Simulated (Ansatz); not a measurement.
Consider Ti$_{8}$HO$_{16}$ (cell charge +1, with a compensating background) (cell with a defect).

```yaml
crystal:
  lattice:
    - [4.64332, -4.64332, 0.00000]
    - [-4.64332, -4.64332, 0.00000]
    - [0.00000, 4.64332, -5.92774]
  atoms:
    - { symbol: Ti, position: [0.52000, 0.00211, 0.00032] }
    - { symbol: Ti, position: [0.27579, 0.75637, 0.50999] }
    - { symbol: Ti, position: [0.00042, 0.49841, 0.02249] }
    - { symbol: Ti, position: [0.73154, 0.23096, 0.48768] }
    - { symbol: Ti, position: [0.13145, 0.11594, 0.25507] }
    - { symbol: Ti, position: [0.90225, 0.90071, 0.75463] }
    - { symbol: Ti, position: [0.63233, 0.61577, 0.25399] }
    - { symbol: Ti, position: [0.35039, 0.37428, 0.75450] }
    - { symbol: O, position: [0.62663, 0.93116, 0.25124] }
    - { symbol: O, position: [0.39249, 0.68154, 0.75510] }
    - { symbol: O, position: [0.13057, 0.43486, 0.25873] }
    - { symbol: O, position: [0.88105, 0.19022, 0.75496] }
    - { symbol: O, position: [0.05011, 0.26028, 0.50615] }
    - { symbol: O, position: [0.80771, 0.01369, 0.00568] }
    - { symbol: O, position: [0.55728, 0.76317, 0.50445] }
    - { symbol: O, position: [0.29898, 0.50898, 0.00371] }
    - { symbol: O, position: [0.19687, 0.99930, 0.00605] }
    - { symbol: O, position: [0.94591, 0.74818, 0.50389] }
    - { symbol: O, position: [0.69359, 0.49725, 0.00561] }
    - { symbol: O, position: [0.44275, 0.24651, 0.50434] }
    - { symbol: O, position: [0.61998, 0.32267, 0.25524] }
    - { symbol: O, position: [0.36856, 0.07279, 0.75496] }
    - { symbol: O, position: [0.11986, 0.82242, 0.25480] }
    - { symbol: O, position: [0.83922, 0.58563, 0.75507] }
    - { symbol: H, position: [0.69014, 0.60352, 0.75592] }
```

Computed without spin polarisation.

Level of theory: DFT PBE, scalar-relativistic, plane waves, PAW (Ansatz).

Q: What can the converged valence pseudo-density and electron localisation function tell about the bonding?

A: O–H (0.99 Å): the density is about 3.7 e/Å³ at the midpoint; the ELF climbs to about 1 towards the hydrogen, as it does in any bond to H: a covalent bond by its length.

Q: Does the calculation make it a metal, or give it a gap?

A: It is gapped, with a Kohn–Sham gap of 2.1 eV on the k-point mesh, an upper bound to the gap of this method.

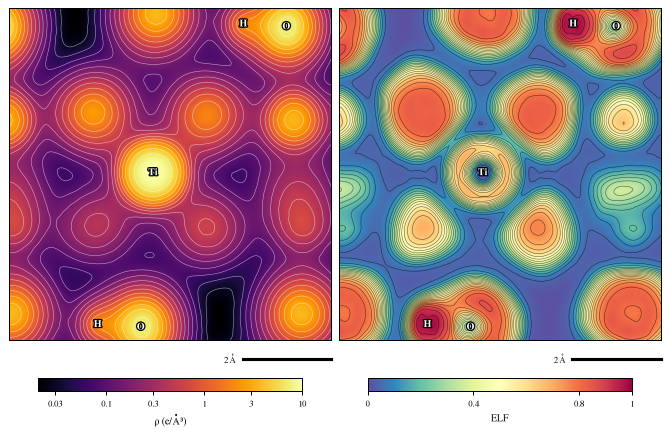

Computed valence pseudo-density and electron localisation function on the (011̄) plane of the calculation cell, in this order. Atoms just off the plane (Ti, 0.6 Å away and O, 0.5 Å away) can leave unmarked features too.

In a PAW calculation such maps are meaningful between the atoms, not at the nuclei.
